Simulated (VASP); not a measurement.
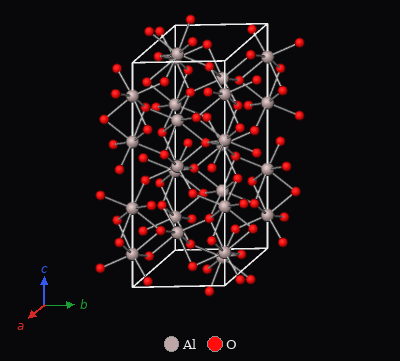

Al2O3, space group R-3c:H (No. 167), a = 4.806 Å, b = 4.806 Å, c = 13.116 Å, α = 90.00°, β = 90.00°, γ = 120.00°

| site | Wyckoff | x | y | z |
| --- | --- | --- | --- | --- |
| Al | 12c | 0.6667 | 0.3333 | 0.1855 |
| O | 18e | 0.9729 | 0.6395 | 0.0833 |

Origin: coordinates from a relaxation with VASP Kohn-Sham DFT of a periodic cell, PBE, VASP PAW PBE potentials, minimal, release 54 (VASP).

**How is the cell volume shared among the sites in a plain Voronoi partition?**

```
site  faces above 1 % of the sphere  volume (Å³)  solid angle by neighbour (%)
  Al                              6         7.36                    O 100 Al 0
   O                             16         9.66                    Al 66 O 34
```

Weighted by multiplicity the volumes add up to the cell volume, 262.3 Å³.

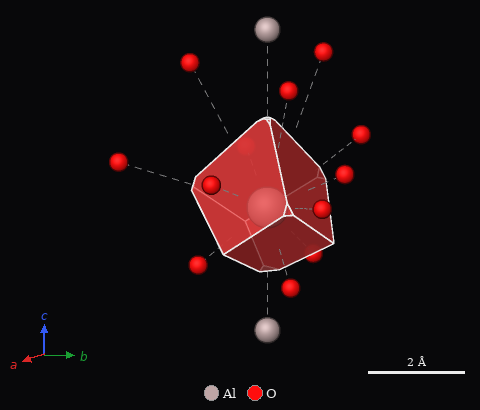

The computed Voronoi cell of Al, with the neighbours that bound it.
